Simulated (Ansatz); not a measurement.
**ZnO: a failed or faulty run and its cure**

System: ZnO (P6₃mc, 4 atoms in the cell).
Method of run A: DFT, LDA, plane waves, PAW (Ansatz 0.2.0).

The structure derives from a Materials Project entry. Text and figures count atoms from 1; the logs count them from 0 in places.

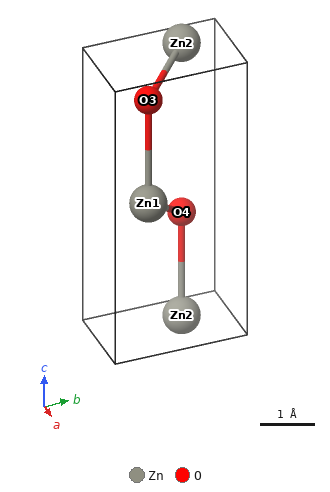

Figure 1. The structure as given in the input (ball-and-stick view of the cell of the calculation, seen slightly off an axis; atoms are numbered from 1 in the order of the input). Near neighbours in the crystal (not all of them lie inside the picture): Zn has 4 O at 1.97 to 1.98 Å; O has 4 Zn at 1.97 to 1.98 Å.

## Input, run A
```yaml
crystal:
  lattice:
    - [3.23735102, 0.0, 0.0]
    - [-1.61867551, 2.80362823, 0.0]
    - [0.0, 0.0, 5.2220613]
  atoms:
    - { symbol: Zn, position: [0.66666667, 0.33333333, 0.5005917] }
    - { symbol: Zn, position: [0.33333333, 0.66666667, 0.0005917] }
    - { symbol: O, position: [0.66666667, 0.33333333, 0.8797183] }
    - { symbol: O, position: [0.33333333, 0.66666667, 0.3797183] }
basis:
  ecutwfc: 420
kpoints:
  mp_grid: { grid: [12, 12, 6] }
hamiltonian:
  xc: lda
scf:
  max_iter: 50
output:
  forces: true
  eigenvalues: true
  stress: true
relax:
  adjacent_minimum: "off"
  f_tol: 0.005
  max_steps: 80
  cell: { stress_tol: 0.05 }
```

Launched with:
```bash
ansatz run input.yaml --threads 4 --pin off --max-ram 8192MiB --backend cpu --events-out ev --progress --plain --runs-dir out
```

Hardware: 4 threads of AMD EPYC (Zen 3), 189 GiB of memory available, shared host.

## Output (run A)
```
Error: YAML parse error: `scf.occupations.method` is required: fixed only where the cell keeps a band gap throughout the run, explicit beside scf.occupations.values (under evaluate: without them), else a smearing such as fermi_dirac (scf.occupations.width is optional; its entry in the input reference gives the default)
```

> Diagnose this run and give a change of the input that cures it.

A setting was made wrong on purpose: no occupation method (`scf.occupations`). The program refused the input: “YAML parse error: `scf.occupations.method` is required: fixed only where the cell keeps a band gap throughout the run, explicit beside scf.occupations.values (under evaluate: without them), else a smearing such as fermi_dirac (scf.occupations.width is optional; its entry in the input reference gives the default)”

A run of the same system that converges differs from this input as follows (lines with − go, lines with + come):
```diff
-  max_iter: 50
+  occupations: { method: gaussian, width: 0.02 }
```

## Output, shortened to warnings, some set-up lines, iterations and results (run B)
```
Basis set: ecut = 420 eV, 941 PW (Γ)
Symmetry: 12 space group operations
k-points: 76 of 864 (time reversal used)
Initial density: superposition of atomic densities (neutral atoms: chi_scale 0, normalization atom), corrected by the library's trained network
[...]
SCF iter   1: F=—  HF=-7603.932906 eV  |F-HF|=—  |Δ(HF+E_count)|=         —  Δρ=1.87e-2  dr2=1.41e-1  ethr=1.77e-3  ⟨swp⟩=6.0  Hψ=7318  notcnv=0
SCF iter   2: F=—  HF=-7603.896802 eV  |F-HF|=—  |Δ(HF+E_count)|=   3.61e-2  Δρ=3.86e-3  dr2=2.67e-3  ethr=3.93e-4  ⟨swp⟩=3.0  Hψ=3947  notcnv=0
SCF iter   3: F=—  HF=-7603.896065 eV  |F-HF|=—  |Δ(HF+E_count)|=   7.37e-4  Δρ=2.08e-3  dr2=1.17e-3  ethr=7.41e-6  ⟨swp⟩=2.1  Hψ=1985  notcnv=0
SCF iter   4: F=—  HF=-7603.895700 eV  |F-HF|=—  |Δ(HF+E_count)|=   3.65e-4  Δρ=5.02e-4  dr2=6.57e-5  ethr=3.26e-6  ⟨swp⟩=2.0  Hψ=3043  notcnv=0
SCF iter   5: F=—  HF=-7603.895673 eV  |F-HF|=—  |Δ(HF+E_count)|=   2.67e-5  Δρ=1.65e-4  dr2=1.17e-5  ethr=1.83e-7  ⟨swp⟩=2.0  Hψ=2888  notcnv=0
[... 51 lines ...]
SCF iter   4: F=—  HF=-7603.939933 eV  |F-HF|=—  |Δ(HF+E_count)|=  6.82e-10  Δρ=1.31e-6  dr2=4.57e-10  ethr=6.19e-11  ⟨swp⟩=2.0  Hψ=2892  notcnv=0
SCF iter   5: F=—  HF=-7603.939933 eV  |F-HF|=—  |Δ(HF+E_count)|=  2.96e-10  Δρ=6.48e-7  dr2=1.55e-10  ethr=1.27e-12  ⟨swp⟩=2.4  Hψ=2956  notcnv=0
SCF iter   6: F=-7603.939933 eV  HF=-7603.939933 eV  |F-HF|=7.28e-12  |Δ(HF+E_count)|=  3.27e-11  Δρ=1.88e-7  dr2=1.33e-11  ethr=1.00e-12  ⟨swp⟩=2.8  Hψ=6673  notcnv=0
SCF 8 converged in 6 iterations: F = -7603.939933 eV  dr2 = 1.33e-11
relax step   8: F+E_penalty+E_count = -7603.93993345 eV  Δ(F+E_penalty+E_count) = +4.408e-4 eV  max|allowed force component| = 1.341e-3 eV/Å  Δτ_max = 0.0000 Å  P = -0.012 …
basis re-selected at this cell: Δ(F+E_penalty+E_count) = +4.408e-4 eV, ΔP = -0.009 GPa vs the last step (what re-selecting the basis moved, of the pressure what is left beyond the Pulay correction that the steps carried, after the strain that the cell walked since its last selection, with what the …
SCF converged after 6 iterations
Free energy (F): -7603.939933 eV
Harris-Foulkes:  -7603.939933 eV  (|F-HF|=7.28e-12)
Internal energy: -7603.939933 eV  (E = F + TS)
E sigma→0 (E₀):  -7603.939933 eV
Fermi energy:    7.935358 eV
--- Per-component energies (eV) ---
  E_band       = 69.700968
  E_kinetic    = 612.152192
  E_local      = -3933.220083  (includes V_loc(G=0)·N_el)
  E_nonlocal   = 1344.262351
  E_hartree    = 1610.514510
  E_xc         = -414.683069
  E_vxc        = -291.891424  (∫ρ·V_xc dr)
  E_paw        = -3814.697077  (= ΣΔE_a)
  E_vpaw       = -882.635322  (= ΣTr[D̂ρ^β])
  E_aug_tail   = 0.004368  (compensation charges beyond the density's cutoff)
  E_ewald      = -3011.581251
  E_core_change = 3.308126  (= ΣΔE_core)
  E_smearing   = -0.000000  (= −TS)
  E_closure    = 0.000000  (closes the sum)
  Σ components = -7603.939933   (vs F -7603.939933, Δ=0.00e0)
--- Forces (eV/Å), atoms counted from 1 ---
  atom   1  Zn     0.00000000     0.00000000    -0.00135784
  atom   2  Zn     0.00000000    -0.00000000    -0.00135784
  atom   3  O      0.00000000     0.00000000     0.00132489
  atom   4  O     -0.00000000    -0.00000000     0.00132489
  max |Σ_I F_I| component: 6.59e-5 eV/Å
--- Stress (GPa, compression-positive) ---
       -0.024659      -0.000000      -0.000000
        0.000000      -0.024659       0.000000
       -0.000000       0.000000       0.014204
  P = ⅓ Tr σ = -0.0117 GPa (-0.117 kbar)
--- Relaxed structure (6 steps of the walk, 6 accepted, 2 SCFs on fresh bases) ---
  F+E_penalty+E_count = -7603.93993345 eV   max|allowed force component| = 1.341e-3 eV/Å   (the final SCF, on the basis selected at the relaxed cell)
  cell:  # Å, volume = 45.3244 Å³
    - [3.187144003917044, -9.186263599654106e-34, -5.189146776915693e-18]
    - [-1.593572001958522, 2.760147672911411, 2.594573388457847e-18]
    - [-8.37043693091531e-18, 4.631771651084782e-34, 5.152260156087665]
  atoms:
    - { symbol: Zn, position: [0.6666666666666665, 0.3333333333333333, 0.5009539595448043] }
[...]
```

## The two runs side by side

| quantity | run A | run B |
| --- | --- | --- |
| outcome | refused | converged |
| free energy per atom (eV) | – | −1900.9850 |
| gap on the mesh (eV) | – | 0.80 |
| pressure (GPa) | – | −0.01 |
| volume per atom (Å³) | – | 11.33 |
| largest force (eV/Å) | – | 0.001 |
| SCF iterations | – | 45 |
| irreducible k-points | – | 76 |
